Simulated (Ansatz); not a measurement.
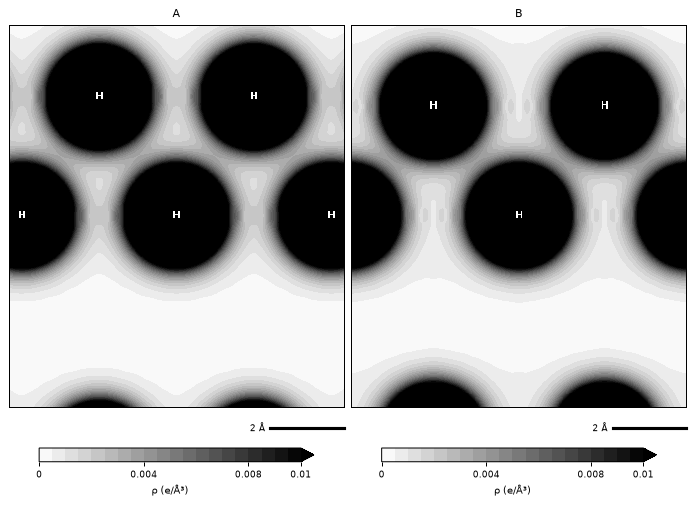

H. The valence charge density (pseudo) of two cells that differ in size and shape, on the (110) plane of each (indices in the axes of the calculation cell), at one length scale and on one colour scale: A has 57.0 Å³ an atom and B 53.8.

Method: DFT PBE, scalar-relativistic, plane waves, PAW (Ansatz 0.2.0).

Q: What changes from the larger cell to the smaller?

A: From the larger cell to the smaller, H–H goes from 3.85 to 3.78 Å, and the density at its midpoint from 0.003 to 0.004 e/Å³; the pressure goes from 0.0 to 0.0 GPa; the Kohn–Sham gap goes from 6.8 eV to 6.9 eV.
